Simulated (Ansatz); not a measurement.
Run report: Sn$_{16}$Se$_{15}$, geometry relaxation (part 1 of 5)

- system: Sn$_{16}$Se$_{15}$ (defect cell, 31 atoms in the cell)
- method: DFT PBE, scalar-relativistic, plane waves, PAW, no spin polarisation (Ansatz 0.2.0)

The structure derives from a Materials Project entry. It belongs to a series of runs on one base structure; here: Se vacancy (site b), charge +0, atoms relaxed at the host's cell.

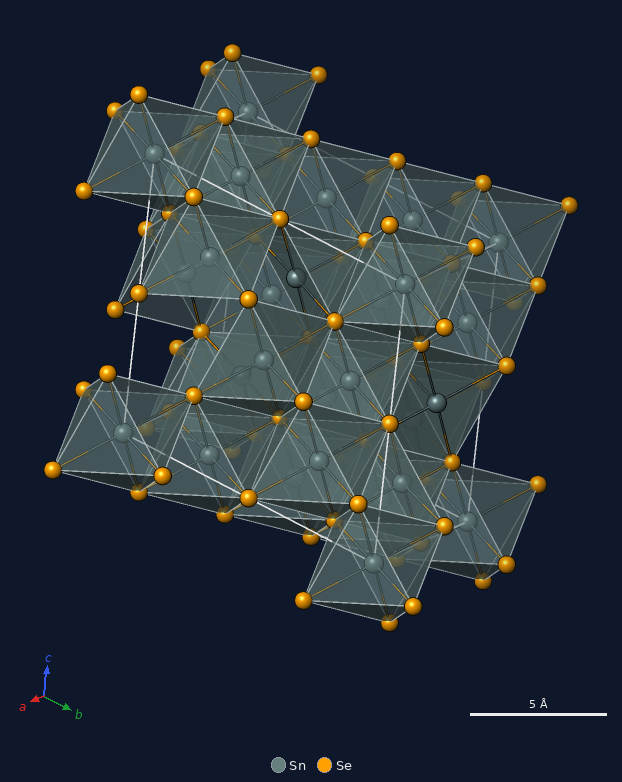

Figure 1. The starting structure (polyhedral view of the cell of the calculation, seen slightly off an axis; polyhedra are completed across the faces of the cell). An atom can appear more than once, as a periodic image.

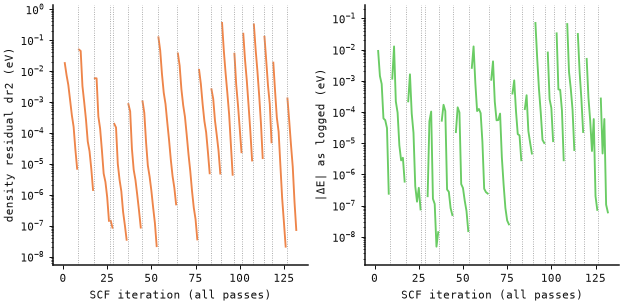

Figure 2. Convergence of the self-consistent field: density residual dr2 and size of the energy change against the SCF iteration. The dotted lines part the SCF passes of the relaxation: geometry steps, rejected trials and re-solves on a re-selected basis. The 18 passes take 2 to 12 iterations each, 132 in all.

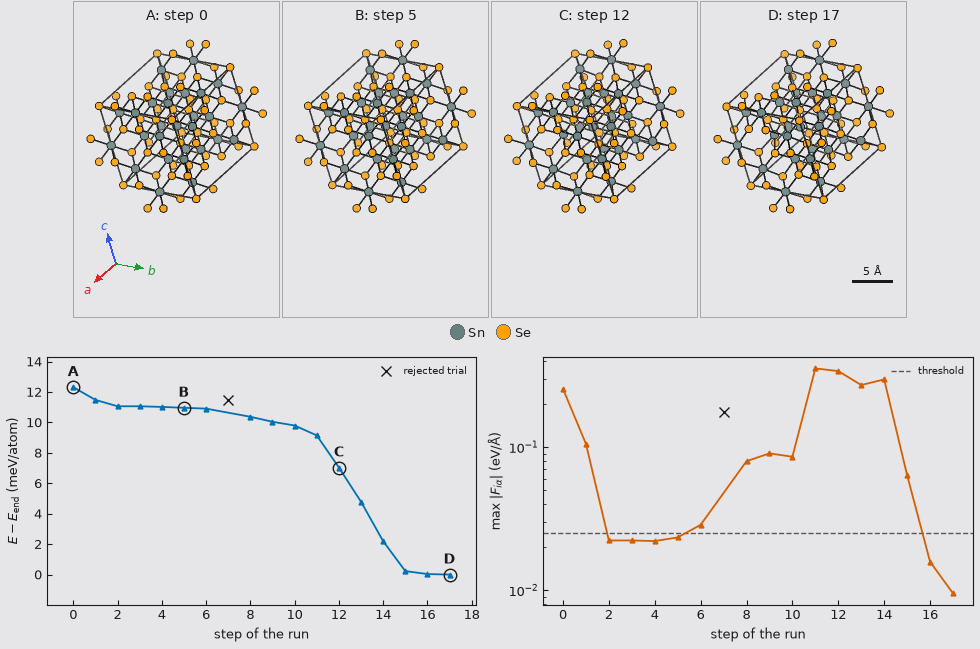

Figure 3. Frames of the relaxation (ball-and-stick view of the cell of the calculation (origin shifted), with bonded neighbours outside it, seen at an oblique angle) above the curves, on which the letters mark them (the first geometry is step 0 here and step 1 in the log).

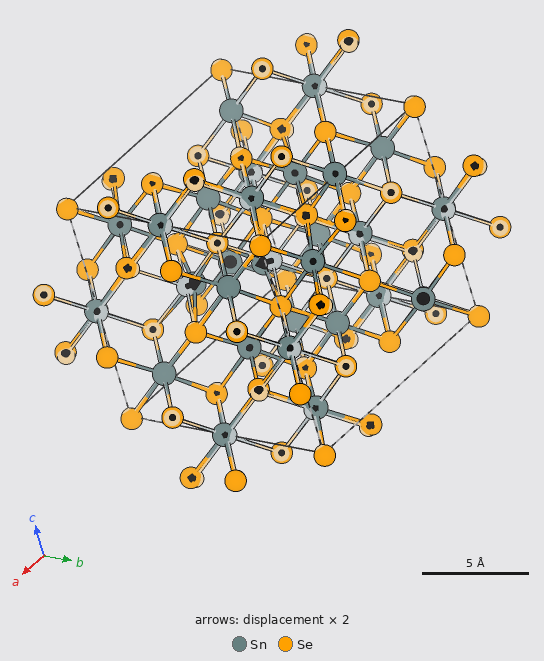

Figure 4. Start (faint) and end (solid) with the displacements as black arrows, magnified 2 times (ball-and-stick view of the cell of the calculation (origin shifted), with bonded neighbours outside it, seen at an oblique angle). The energy falls by 12.3 meV per atom in 17 geometry steps. The largest force component goes from 0.26 to 0.0095 eV/Å. The line search rejected the trial step at point 7 (counted from 0) and went back. The largest move is that of Sn15, 0.54 Å. Largest moves by element: Sn 0.54 Å, Se 0.24 Å. The lattice vectors keep their values. Among the contacts that change: Sn15–Se26 2.996 → 3.696 Å, Sn6–Se23 3.023 → 3.673 Å, Sn3–Se18 3.097 → 3.692 Å, Sn15–Se25 3.029 → 3.325 Å. Among the angles that change: Sn6–Se17–Sn15 90.8° → 75.0°, Sn3–Se30–Sn15 89.4° → 74.5°, Se17–Sn15–Se25 178.7° → 164.7°. (Atoms are counted from 1 in the order of the input.)

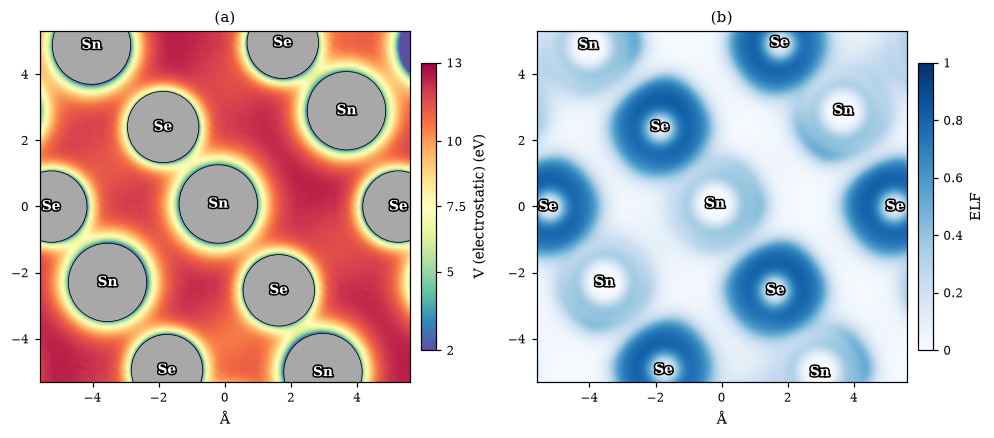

Figure 5. (a) electrostatic potential energy of an electron; (b) ELF on the (101̄) plane of the calculation cell. Grey discs, where drawn, cover atomic cores. Atoms in the plane: Sn and Se. Sn–Se (2.82 Å): the ELF peaks at about 0.80 in the valence shell of Se, 0.8 Å from its nucleus, and drops to about 0.25 between the two atoms. Sn–Se (2.86 Å): the ELF peaks at about 0.80 in the valence shell of Se, 0.9 Å from its nucleus, and drops to about 0.30 between the two atoms. Outside the cores the potential energy rises away from the atoms and is highest about 2.5 Å from the nearest atoms; outside the discs it spans about 10 eV, and its zero is arbitrary. In a PAW calculation such maps are meaningful between the atoms, not at the nuclei.

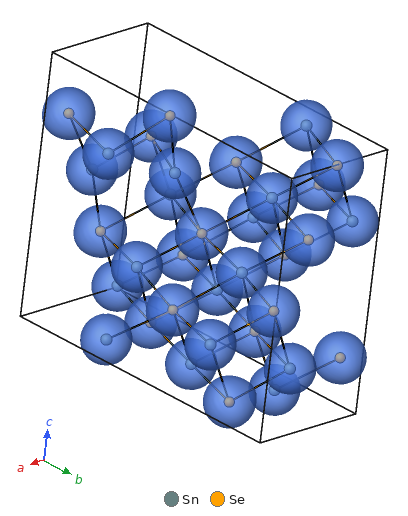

Figure 6. Isosurface of the valence pseudo-density at 0.5 e/Å³ (blue), seen slightly off an axis. Sticks mark near contacts. The outline is the calculation cell. At this value the density breaks into separate islands; it holds about 75 % of the electrons treated as valence (semicore included). It is pinched off along the Sn–Se (2.76 Å), Sn–Se (2.81 Å), Sn–Se (2.85 Å) and Sn–Se (2.89 Å) contacts. On the grid the lowest density along these lines, outside the cores, is 0.35 e/Å³ (Sn–Se, 2.76 Å), 0.31 e/Å³ (Sn–Se, 2.81 Å), 0.29 e/Å³ (Sn–Se, 2.85 Å) and 0.27 e/Å³ (Sn–Se, 2.89 Å).

These pictures come from the run below.

The input
```yaml
crystal:
  lattice:
    - [-6.0615971581, 6.0615971581, -6.0615971581]
    - [6.0615971581, -6.0615971581, -6.0615971581]
    - [-6.0615971581, -6.0615971581, 6.0615971581]
  atoms:
    - { symbol: Sn, position: [0.4963831946, 0.2533492731, 0.2484940667] }
    - { symbol: Sn, position: [0.25, 0.25, 0.5] }
    - { symbol: Sn, position: [-0.0058034988, 0.251252248, 0.7461763244] }
    - { symbol: Sn, position: [0.7338203269, -0.0159021901, 0.2415127467] }
    - { symbol: Sn, position: [0.75, 0.25, 0.0] }
    - { symbol: Sn, position: [0.4980292834, 0.0010017697, 0.5002545785] }
    - { symbol: Sn, position: [0.25, 0.0, 0.75] }
    - { symbol: Sn, position: [0.0, 0.75, 0.25] }
    - { symbol: Sn, position: [1.0, 1.0, 1.0] }
    - { symbol: Sn, position: [0.75, 0.75, 0.5] }
    - { symbol: Sn, position: [0.5, 0.75, 0.75] }
    - { symbol: Sn, position: [0.25, 0.5, 0.25] }
    - { symbol: Sn, position: [0.25, 0.75, 0.0] }
    - { symbol: Sn, position: [-0.0064701346, 0.4974022389, 0.4927151238] }
    - { symbol: Sn, position: [0.7501533164, 0.5030273397, 0.7529197654] }
    - { symbol: Sn, position: [0.5, 0.5, 0.0] }
    - { symbol: Se, position: [0.5, 0.25, 0.75] }
    - { symbol: Se, position: [0.25, 0.25, 0.0] }
    - { symbol: Se, position: [0.0, 0.0, 0.5] }
    - { symbol: Se, position: [0.0, 0.25, 0.25] }
    - { symbol: Se, position: [0.75, 0.0, 0.75] }
    - { symbol: Se, position: [0.5, 0.0, 0.0] }
    - { symbol: Se, position: [0.25, 0.75, 0.5] }
    - { symbol: Se, position: [0.25, 0.0, 0.25] }
    - { symbol: Se, position: [0.0, 0.75, 0.75] }
    - { symbol: Se, position: [0.75, 0.75, 0.0] }
    - { symbol: Se, position: [0.5, 0.5, 0.5] }
    - { symbol: Se, position: [0.5, 0.75, 0.25] }
    - { symbol: Se, position: [0.25, 0.5, 0.75] }
    - { symbol: Se, position: [0.0, 0.5, 0.0] }
    - { symbol: Se, position: [0.75, 0.5, 0.25] }
  host:
    lattice:
      - [0.0, 3.030798579, 3.030798579]
      - [3.030798579, 0.0, 3.030798579]
      - [3.030798579, 3.030798579, 0.0]
    atoms:
      - { symbol: Sn, position: [0.0, 0.0, 0.0] }
      - { symbol: Se, position: [0.5, 0.5, 0.5] }
basis:
  ecutwfc: 420
  xc_grid: 2
kpoints:
  mp_grid: { grid: [2, 2, 2], shift: [0.5, 0.5, 0.5] }
hamiltonian:
  xc: pbe
scf:
  occupations: { method: gaussian, width: 0.02 }
output:
  forces: true
  stress: false
  eigenvalues: true
  charged_corrections: { defect_position: [0.75, 0.25, 0.5] }
  write_density: true
  write_potential: true
  elf: true
  volumetric_format: npy
relax:
  adjacent_minimum: "off"
  f_tol: 0.025
  max_steps: 45
```

Launch command:
```bash
ansatz run input.yaml --threads 4 --pin off --max-ram 10240MiB --backend cpu --events-out ev --progress --plain --runs-dir out
```

The program's output
```
Engine: ansatz 0.2.0, aarch64-unknown-linux-gnu
Pseudopotentials: kind: paw
Pseudopotential: Sn, paw, valence charge 14, recommended cutoff 420 eV (normal), Sn.paw.azcp
Pseudopotential: Se, paw, valence charge 16, recommended cutoff 420 eV (normal), Se.paw.azcp
Functional definition: PBE
  parameter kappa = 0.804
  parameter beta = 0.06672455060314922
  exchange = pbe_x(kappa = kappa, mu = beta*pi^2/3)
  correlation = pbe_c(beta = beta)
Crystal: 31 atoms, lattice volume = 890.884 Å³
Basis set: ecut = 420 eV, 17549 PW (Γ), exchange–correlation on 144×144×144 points (8 copies of the dense FFT grid, shifted against one another)
Bands: 279, of which v1, the nominal top of the filled ones, is band 232 counted from 1 (231 counted from 0)
Symmetry: 1 space group operations
Space group: P1 (ITA 1), of the structure as read, at distance tolerance 9.6e-5 Å
k-points: 4 of 8 (time reversal used)
Non-local potential: Sn, projectors of the file, l = 0: 2, l = 1: 2, l = 2: 2, l = 3: 2
Non-local potential: Se, projectors of the file, l = 0: 2, l = 1: 2, l = 2: 3, l = 3: 1
PAW form: soft (Blöchl's): semilocal exchange-correlation on the pseudo side does not see the compensation charge
PAW one-centre angular grid: Sn, 590 points (default); XC on 64 Gauss nodes
PAW one-centre angular grid: Se, 590 points (default); XC on 64 Gauss nodes
Initial density: superposition of atomic densities (neutral atoms: chi_scale 0, normalization atom), corrected by the library's trained network
Initial wavefunctions: pseudopotential atomic-orbital guess
Functional: x = pbe(κ = 0.804, μ = 0.2195149727645171), c = pbe(β = 0.06672455060314922)
SCF iter   1: F=—  HF=-178434.807703 eV  |F-HF|=—  |Δ(HF+E_count)|=         —  Δρ=9.84e-4  dr2=1.81e-2  ethr=1.77e-3  ⟨swp⟩=6.0  Hψ=4078  notcnv=0  defer=3
preconditioner: auto → LDOS  [insulator: Δε(μ)=0.694 eV  Ē_g=16.605 eV  σ=0.020 eV  W_gap=0.76  n_scr=224 (ndim 8)  ℏωp=22.0 eV  f_vac=0.026  D(μ)=50.98/eV (n_scr^D=530)  ε∞_Penn≈2.8  β→1.0]
SCF iter   2: F=—  HF=-178434.798671 eV  |F-HF|=—  |Δ(HF+E_count)|=   9.03e-3  Δρ=7.16e-4  dr2=7.42e-3  ethr=3.89e-6  ⟨swp⟩=2.0  Hψ=2245  notcnv=0  defer=155
SCF iter   3: F=—  HF=-178434.797256 eV  |F-HF|=—  |Δ(HF+E_count)|=   1.42e-3  Δρ=4.36e-4  dr2=3.55e-3  ethr=1.60e-6  ⟨swp⟩=2.0  Hψ=1921  notcnv=0  defer=155
SCF iter   4: F=—  HF=-178434.796468 eV  |F-HF|=—  |Δ(HF+E_count)|=   7.88e-4  Δρ=1.89e-4  dr2=1.16e-3  ethr=7.64e-7  ⟨swp⟩=2.0  Hψ=1473  notcnv=0  defer=155
SCF iter   5: F=—  HF=-178434.796406 eV  |F-HF|=—  |Δ(HF+E_count)|=   6.21e-5  Δρ=1.04e-4  dr2=3.74e-4  ethr=2.50e-7  ⟨swp⟩=3.0  Hψ=1926  notcnv=0  defer=155
SCF iter   6: F=—  HF=-178434.796351 eV  |F-HF|=—  |Δ(HF+E_count)|=   5.48e-5  Δρ=7.35e-5  dr2=1.57e-4  ethr=8.06e-8  ⟨swp⟩=2.0  Hψ=1893  notcnv=0  defer=155
SCF iter   7: F=—  HF=-178434.796321 eV  |F-HF|=—  |Δ(HF+E_count)|=   3.05e-5  Δρ=3.66e-5  dr2=2.89e-5  ethr=3.38e-8  ⟨swp⟩=2.0  Hψ=1894  notcnv=0  defer=155
SCF iter   8: F=-178434.796316 eV  HF=-178434.796320 eV  |F-HF|=4.52e-6  |Δ(HF+E_count)|=   2.40e-7  Δρ=1.84e-5  dr2=6.91e-6  ethr=3.37e-9  ⟨swp⟩=16.2  Hψ=11454  notcnv=0
SCF 1 converged in 8 iterations: F = -178434.796316 eV  dr2 = 6.91e-6
  greatest PAW one-centre occupation: 1.000 electrons in one spin orbital (limit 2), on the Se atom at site 25 (counted from 0), in its partial waves of l = 2
relax step   1: F+E_penalty+E_count = -178434.79631588 eV  Δ(F+E_penalty+E_count) = +0.000e0 eV  max|allowed force component| = 2.559e-1 eV/Å  Δτ_max = 0.0000 Å  (8 SCF iters, dr2 threshold 1.56e-5 eV, accepted)
Initial density: handed on by an earlier stage of this run
Initial wavefunctions: those handed on with the density
iter 1 solved again at ethr=1.05e-5 eV; its pass at ethr=3.10e-3 eV (dr2=4.88e-2 eV) is discarded
SCF iter   1: F=—  HF=-178434.836387 eV  |F-HF|=—  |Δ(HF+E_count)|=         —  Δρ=2.13e-3  dr2=4.95e-2  ethr=1.05e-5  ⟨swp⟩=2.0  Hψ=3428  notcnv=0  defer=159
preconditioner: auto → LDOS  [insulator: Δε(μ)=0.739 eV  Ē_g=16.604 eV  σ=0.020 eV  W_gap=0.75  n_scr=224 (ndim 8)  ℏωp=22.0 eV  f_vac=0.021  D(μ)=51.85/eV (n_scr^D=530)  ε∞_Penn≈2.8  β→1.0]
SCF iter   2: F=—  HF=-178434.835217 eV  |F-HF|=—  |Δ(HF+E_count)|=   1.17e-3  Δρ=1.67e-3  dr2=4.47e-2  ethr=1.05e-5  ⟨swp⟩=3.5  Hψ=2131  notcnv=0  defer=159
SCF iter   3: F=—  HF=-178434.822595 eV  |F-HF|=—  |Δ(HF+E_count)|=   1.26e-2  Δρ=3.00e-4  dr2=3.27e-3  ethr=9.63e-6  ⟨swp⟩=2.8  Hψ=1845  notcnv=0  defer=159
SCF iter   4: F=—  HF=-178434.822377 eV  |F-HF|=—  |Δ(HF+E_count)|=   2.18e-4  Δρ=1.78e-4  dr2=9.76e-4  ethr=7.04e-7  ⟨swp⟩=2.0  Hψ=1595  notcnv=0  defer=159
SCF iter   5: F=—  HF=-178434.822281 eV  |F-HF|=—  |Δ(HF+E_count)|=   9.52e-5  Δρ=8.11e-5  dr2=2.69e-4  ethr=2.10e-7  ⟨swp⟩=2.0  Hψ=1572  notcnv=0  defer=159
SCF iter   6: F=—  HF=-178434.822273 eV  |F-HF|=—  |Δ(HF+E_count)|=   8.48e-6  Δρ=3.82e-5  dr2=5.26e-5  ethr=5.81e-8  ⟨swp⟩=2.0  Hψ=1229  notcnv=0  defer=159
SCF iter   7: F=—  HF=-178434.822270 eV  |F-HF|=—  |Δ(HF+E_count)|=   2.81e-6  Δρ=2.53e-5  dr2=2.55e-5  ethr=1.13e-8  ⟨swp⟩=2.0  Hψ=1848  notcnv=0  defer=159
SCF iter   8: F=—  HF=-178434.822267 eV  |F-HF|=—  |Δ(HF+E_count)|=   3.40e-6  Δρ=1.49e-5  dr2=6.93e-6  ethr=5.51e-9  ⟨swp⟩=2.0  Hψ=1850  notcnv=0  defer=159
SCF iter   9: F=-178434.822265 eV  HF=-178434.822266 eV  |F-HF|=9.95e-7  |Δ(HF+E_count)|=   5.86e-7  Δρ=6.61e-6  dr2=1.42e-6  ethr=8.82e-10  ⟨swp⟩=16.0  Hψ=10631  notcnv=0
SCF 2 converged in 9 iterations: F = -178434.822265 eV  dr2 = 1.42e-6
  greatest PAW one-centre occupation: 1.000 electrons in one spin orbital (limit 2), on the Se atom at site 22 (counted from 0), in its partial waves of l = 2
relax step   2: F+E_penalty+E_count = -178434.82226515 eV  Δ(F+E_penalty+E_count) = -2.595e-2 eV  max|allowed force component| = 1.056e-1 eV/Å  Δτ_max = 0.1313 Å  (9 SCF iters, dr2 threshold 4.09e-6 eV, accepted)
[... from here on the SCF iterations and repeated set-up lines of each step are left out, up to the last step ...]
SCF 3 converged in 9 iterations: F = -178434.835260 eV  dr2 = 1.43e-7
relax step   3: F+E_penalty+E_count = -178434.83526047 eV  Δ(F+E_penalty+E_count) = -1.300e-2 eV  max|allowed force component| = 2.231e-2 eV/Å  Δτ_max = 0.0317 Å  (9 SCF iters, dr2 threshold 6.97e-7 eV, accepted)
SCF 4 converged in 2 iterations: F = -178434.835261 eV  dr2 = 8.57e-8
relax step   4: F+E_penalty+E_count = -178434.83526050 eV  Δ(F+E_penalty+E_count) = -3.431e-8 eV  max|allowed force component| = 2.231e-2 eV/Å  Δτ_max = 0.0000 Å  (2 SCF iters, accepted)
SCF 5 converged in 8 iterations: F = -178434.836568 eV  dr2 = 3.49e-8
relax step   5: F+E_penalty+E_count = -178434.83656836 eV  Δ(F+E_penalty+E_count) = -1.308e-3 eV  max|allowed force component| = 2.210e-2 eV/Å  Δτ_max = 0.0066 Å  (8 SCF iters, accepted)
SCF 6 converged in 8 iterations: F = -178434.838363 eV  dr2 = 8.65e-8
relax step   6: F+E_penalty+E_count = -178434.83836344 eV  Δ(F+E_penalty+E_count) = -1.795e-3 eV  max|allowed force component| = 2.343e-2 eV/Å  Δτ_max = 0.0149 Å  (8 SCF iters, accepted)
SCF 7 converged in 9 iterations: F = -178434.840044 eV  dr2 = 2.17e-8
relax step   7: F+E_penalty+E_count = -178434.84004427 eV  Δ(F+E_penalty+E_count) = -1.681e-3 eV  max|allowed force component| = 2.869e-2 eV/Å  Δτ_max = 0.0165 Å  (9 SCF iters, accepted)
SCF 8 converged in 11 iterations: F = -178434.821577 eV  dr2 = 4.87e-7
relax step   8: F+E_penalty+E_count = -178434.82157739 eV  Δ(F+E_penalty+E_count) = +1.847e-2 eV  max|allowed force component| = 1.770e-1 eV/Å  Δτ_max = 0.1682 Å  (11 SCF iters, dr2 threshold 8.23e-7 eV, rejected (line search))
SCF 9 converged in 12 iterations: F = -178434.856636 eV  dr2 = 3.58e-8
relax step   9: F+E_penalty+E_count = -178434.85663633 eV  Δ(F+E_penalty+E_count) = -1.659e-2 eV  max|allowed force component| = 7.987e-2 eV/Å  Δτ_max = 0.0841 Å  (12 SCF iters, accepted)
SCF 10 converged in 7 iterations: F = -178434.866851 eV  dr2 = 4.93e-6
relax step  10: F+E_penalty+E_count = -178434.86685054 eV  Δ(F+E_penalty+E_count) = -1.021e-2 eV  max|allowed force component| = 9.058e-2 eV/Å  Δτ_max = 0.0485 Å  (7 SCF iters, dr2 threshold 6.38e-6 eV, accepted)
SCF 11 converged in 6 iterations: F = -178434.874437 eV  dr2 = 4.83e-6
relax step  11: F+E_penalty+E_count = -178434.87443719 eV  Δ(F+E_penalty+E_count) = -7.587e-3 eV  max|allowed force component| = 8.579e-2 eV/Å  Δτ_max = 0.0271 Å  (6 SCF iters, dr2 threshold 8.20e-6 eV, accepted)
SCF 12 converged in 7 iterations: F = -178434.894629 eV  dr2 = 4.42e-6
relax step  12: F+E_penalty+E_count = -178434.89462853 eV  Δ(F+E_penalty+E_count) = -2.019e-2 eV  max|allowed force component| = 3.554e-1 eV/Å  Δτ_max = 0.1634 Å  (7 SCF iters, dr2 threshold 6.60e-6 eV, accepted)
SCF 13 converged in 5 iterations: F = -178434.960063 eV  dr2 = 2.37e-5
relax step  13: F+E_penalty+E_count = -178434.96006333 eV  Δ(F+E_penalty+E_count) = -6.543e-2 eV  max|allowed force component| = 3.404e-1 eV/Å  Δτ_max = 0.0835 Å  (5 SCF iters, dr2 threshold 1.00e-4 eV, accepted)
SCF 14 converged in 6 iterations: F = -178435.029848 eV  dr2 = 1.28e-5
relax step  14: F+E_penalty+E_count = -178435.02984752 eV  Δ(F+E_penalty+E_count) = -6.978e-2 eV  max|allowed force component| = 2.720e-1 eV/Å  Δτ_max = 0.1944 Å  (6 SCF iters, dr2 threshold 1.00e-4 eV, accepted)
SCF 15 converged in 6 iterations: F = -178435.110224 eV  dr2 = 1.53e-5
relax step  15: F+E_penalty+E_count = -178435.11022445 eV  Δ(F+E_penalty+E_count) = -8.038e-2 eV  max|allowed force component| = 2.977e-1 eV/Å  Δτ_max = 0.2000 Å  (6 SCF iters, dr2 threshold 4.72e-5 eV, accepted)
SCF 16 converged in 5 iterations: F = -178435.171033 eV  dr2 = 4.95e-5
relax step  16: F+E_penalty+E_count = -178435.17103270 eV  Δ(F+E_penalty+E_count) = -6.081e-2 eV  max|allowed force component| = 6.381e-2 eV/Å  Δτ_max = 0.1276 Å  (5 SCF iters, dr2 threshold 5.66e-5 eV, accepted)
SCF 17 converged in 8 iterations: F = -178435.177028 eV  dr2 = 2.09e-8
relax step  17: F+E_penalty+E_count = -178435.17702827 eV  Δ(F+E_penalty+E_count) = -5.996e-3 eV  max|allowed force component| = 1.585e-2 eV/Å  Δτ_max = 0.0450 Å  (8 SCF iters, accepted)
```
